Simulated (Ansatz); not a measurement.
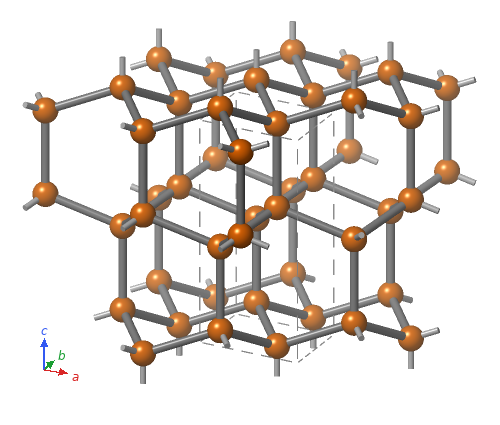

A cut-out of a periodic net derived from a crystal structure. Nodes are coloured by topological kind. Edges to nodes outside the piece are drawn as stubs.

What net is this?

Answer. A uninodal 4-connected, three-periodic net. It is the lon net, known from lonsdaleite, wurtzite and tridymite.

Give point symbol and coordination sequence.

Answer. 6^6, sequence 4, 12, 25, 44, 67, 96.

Origin of the net. SiC (space group P6_3mc, No. 186): coordinates from a relaxation with DFT, PBEsol, plane waves, PAW in Ansatz; the starting structure was generated, so it need not be a known form of this composition. Bonds are taken as C–Si below 2.1 Å; no other contact counts. Atoms with one bond or none are removed and atoms with two bonds are replaced by edges, until no such atom is left. Si and C are 4-connected nodes.
